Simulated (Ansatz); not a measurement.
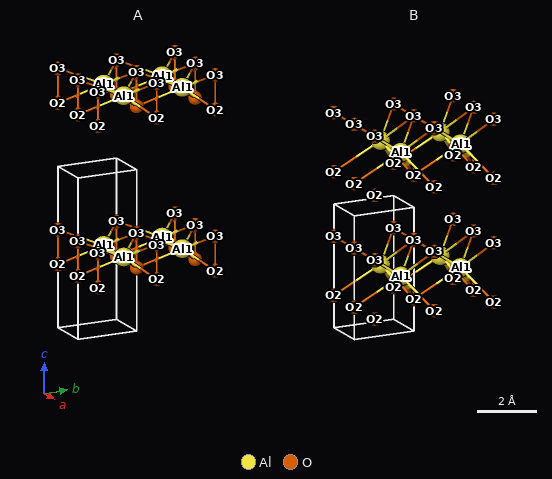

Two geometries of solid AlO2 (a generated structure, set up in P-6m2) (coarse preliminary run), drawn at one scale. One is the start of a relaxation, the other its converged end. The picture is a ball-and-stick view of the cell of the calculation, repeated 2 × 2 × 2 with one cell outlined, seen slightly off an axis.

Method: DFT PBE, scalar-relativistic, plane waves, PAW (Ansatz 0.2.0). Settings: plane-wave cutoff 420 eV; k-point mesh 6 × 6 × 4; occupations gaussian; smearing width 0.1 eV; no spin polarisation; cell and atoms relaxed; force threshold 0.04 eV/Å; at most 70 steps.

Question: Which geometry has the lower energy?

Answer: Structure B is the relaxed one. After 15 accepted moves (17 points after the start) the energy has fallen by 3363 meV per atom. The largest force component goes from 24 to 0.00016 eV/Å. The pressure goes from 95.45 to −0.01 GPa. At 2 points the geometry stayed and the basis and grid were re-selected for the new cell (energy shift of 1.4 meV per atom at most each time). The largest moves relative to the cell, 0.56 Å, are those of O2 and O3. O2 goes along −c. Al stays in place. The drawn cell changes as follows: a = b 2.803 → 2.853 Å (+1.8 %), c 5.594 → 4.288 Å (−23.3 %); the volume changes by −20.6 %. Among the contacts that change: O2–O3 1.205 → 2.052 Å, Al1–O2 1.727 → 1.941 Å. Bonds break: O2–O3 (1.20 → 2.05 Å). Bond angles that change, for instance: O2–Al1–O2 108.5° → 94.6°, Al1–O2–Al1 108.5° → 94.6°, O2–Al1–O3 124.1° → 129.8°. The space group stays P-6m2 (No. 187).

Limits of the set-up: the k-point mesh is coarse for a cell with partly filled bands; an odd number of electrons was run without spin polarisation, which fails if the electron would localise.
